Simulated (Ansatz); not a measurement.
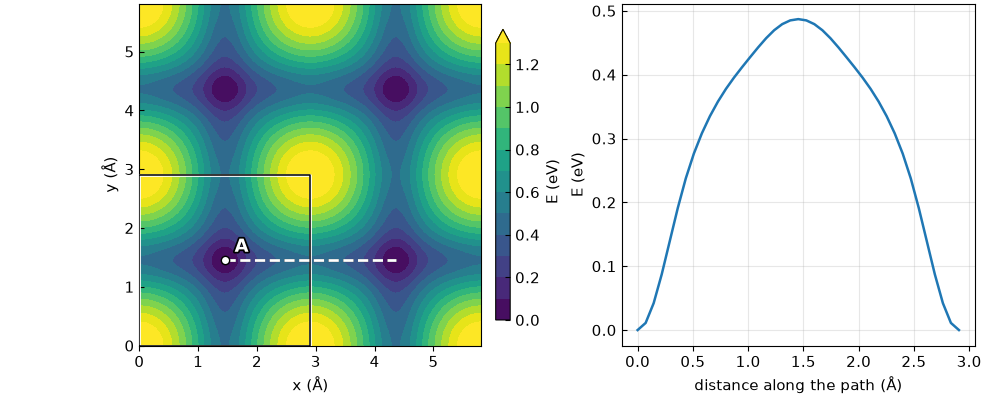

H on a Ti(100) slab cut from the Fm-3m phase, its upper half relaxed before the scan (3 atoms of substrate and one adsorbate in a 1 × 1 cell). H is moved over the surface cell; relaxed at each place: the height of the adsorbate's atoms; substrate rigid; the origin of the map has the adsorbate above Ti3. Places are given modulo a cell vector. The map is drawn in real space over the plane of the surface. Grid: 6 × 6 points; 10 points were computed and 26 follow by symmetry. Energies: eV, counted from the lowest grid point. With one adsorbate in each 1 × 1 cell, its nearest image is 2.9 Å away, so neighbouring adsorbates interact. The calculation used Ansatz, DFT PBE, scalar-relativistic, plane waves, PAW. Settings: cutoff 420 eV, k-mesh 9×9×1, gaussian smearing 0.1 eV, no spin polarisation.

In the figure: filled contours, a line along the lowest path, the outline of one cell of the 2 × 2 shown, one colour for all values above the top of the scale, the energy along the path at the right, the start A. Between grid points the surface is interpolated.

### Describe the path and its barrier.

The easiest path leads from the well at a fourfold hollow over a second-layer Ti atom, (3/6, 3/6) of the cell vectors to its copy one period on. Its highest point lies about 0.49 eV above the bottom of the first well on the interpolated surface, at a bridge site between two Ti atoms, (0/6, 3/6) of the cell vectors. This is the barrier on the constrained surface; relaxing the other coordinates would change it.

PAW datasets: the set soft_1.
